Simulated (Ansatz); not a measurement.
The compound is GeO2 (space group P4_2/mnm, No. 136), taken as the geometry relaxed with Ansatz 0.2.0, DFT, LDA, plane waves, PAW; the starting structure was generated, so it need not be a known form of this composition.

```xyz
6
Lattice="4.3794 0.0000 0.0000 0.0000 4.3794 0.0000 0.0000 0.0000 2.8645" Properties=species:S:1:pos:R:3 pbc="T T T"
Ge    0.0000    0.0000    0.0000
Ge    2.1897    2.1897    1.4323
O     1.3393    1.3393    0.0000
O     0.8504    3.5290    1.4323
O     3.5290    0.8504    1.4323
O     3.0401    3.0401    0.0000
```

Describe how the polyhedra about Ge are linked (bonds: Ge–O below 2.1 Å).

Ge: GeO6 octahedron, sharing corners with eight neighbours and edges with two neighbours.

They form a three-dimensional framework of corner- and edge-sharing octahedra.

Centre to centre across a shared corner: 3.41 Å; across a shared edge: 2.86 Å.

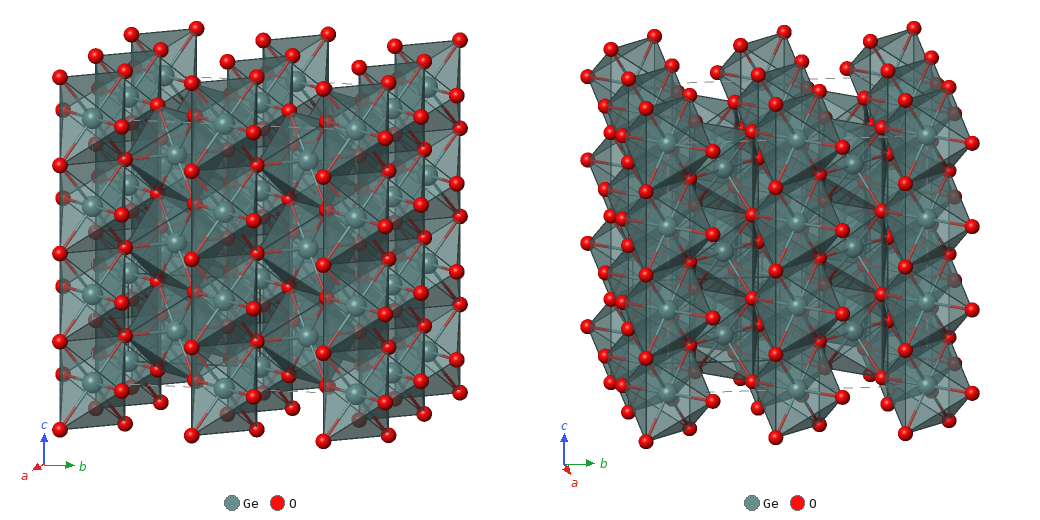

Polyhedra are drawn about Ge (bonds: Ge–O below 2.1 Å); other atoms are plain spheres. Two views of the same piece.
